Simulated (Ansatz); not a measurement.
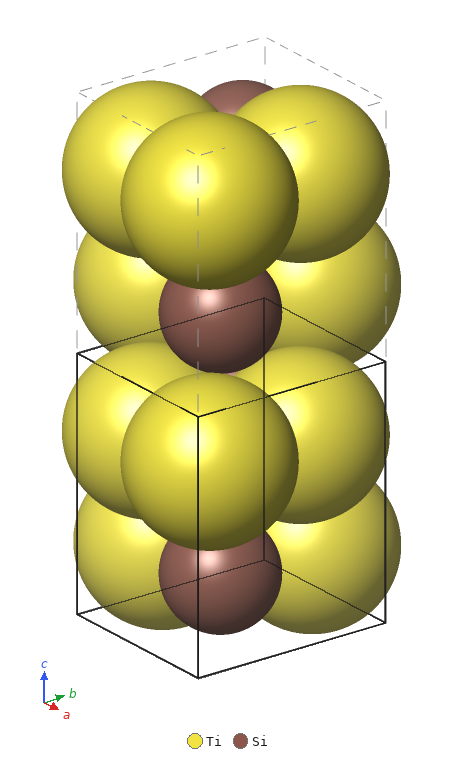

View slightly off an axis, drawn as a space-filling model. A 1×1×2 array of cells is drawn; the conventional unit cell has the solid edges.

Ti3Si, space group P6_3/mmc (No. 194), a = 5.58 Å, b = 5.58 Å, c = 4.81 Å, α = 90.00°, β = 90.00°, γ = 120.00°.

Theory: DFT PBEsol, scalar-relativistic, plane waves, PAW (Ansatz 0.2.0). Numerical settings: plane waves to 420 eV, a 12×12×10 grid in reciprocal space, Gaussian smearing of 0.15 eV, no spin polarisation.

Question: What is the band gap, if any?

Answer: A metal: bands cross the Fermi level.

Question: How far is the cell from zero pressure?

Answer: The computed pressure is -8.8 GPa (stretched: it would shrink). The stress isn't hydrostatic: its largest component is 15.7 GPa.

Source of the structure: a structure listed in the Materials Project. The cell was then strained or its atoms displaced on purpose. Ansatz was used for an electronic-structure calculation on it.

At this level of theory the run's own cell isn't at rest (stretched, at -9 GPa), so its distances can differ from those at equilibrium, the more so the softer the solid.
